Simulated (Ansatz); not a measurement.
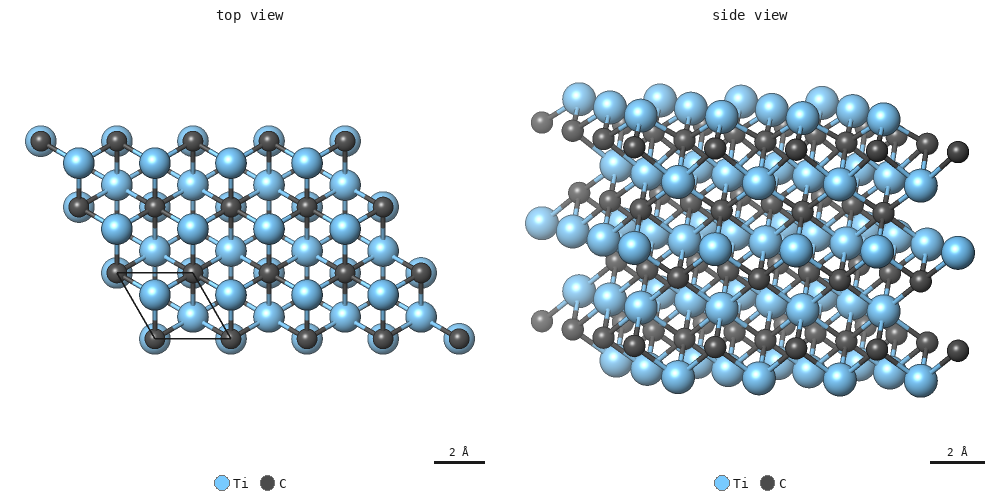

TiC(111) (Fm-3m bulk, 9 atomic planes (those closer than 0.6 Å count as one), 10 Å, Ti-terminated, slab composition Ti5C4), seen from above and from the side.

Computed with DFT PBEsol, scalar-relativistic, plane waves, PAW (Ansatz). Cutoff 420 eV, 21 × 21 k-points, Gaussian smearing 0.1 eV, dipole correction. The slab is a cut without reconstruction beyond its cell, at the source's lattice constants, with its lower half held fixed and the rest relaxed. No spin polarisation. The run warns that the functional's potential is rough in the thin density of the vacuum, where the tip is; weak contrasts and barriers may feel it.

Model: Tersoff–Hamann, s-wave tip, no tip–sample forces. Bias windows are sharp sums over the levels of the k mesh.

```yaml
crystal:
  lattice:
    - [3.06036, 0.00000, 0.00000]
    - [-1.53018, 2.65035, 0.00000]
    - [0.00000, 0.00000, 27.99509]
  atoms:
    - { symbol: Ti, position: [0.66667, 0.33333, 0.32148] }
    - { symbol: C, position: [0.00000, 0.00000, 0.36611] }
    - { symbol: Ti, position: [0.33333, 0.66667, 0.41074] }
    - { symbol: C, position: [0.66667, 0.33333, 0.45537] }
    - { symbol: Ti, position: [0.00000, 0.00000, 0.49794] }
    - { symbol: C, position: [0.33333, 0.66667, 0.54306] }
    - { symbol: Ti, position: [0.66667, 0.33333, 0.58413] }
    - { symbol: C, position: [0.00000, 0.00000, 0.63352] }
    - { symbol: Ti, position: [0.33333, 0.66667, 0.66913] }
```

**What does a constant-current image at a set point of 7.8 × 10⁻⁶ e/Å³ show at +0.25 V?**

The brightest spots lie over the C atoms 1.0 Å below the top plane and the sites above the Ti atoms 2.4 Å below the top plane; the darkest points are over the top Ti atoms. The corrugation is 10 pm at a mean tip height of 4.5 Å.

The computed image, with the atoms seen from above drawn over one corner (deeper ones smaller):

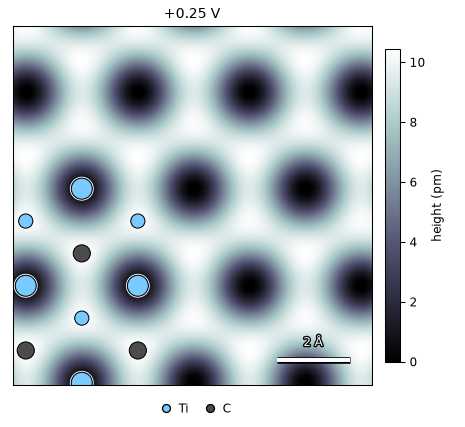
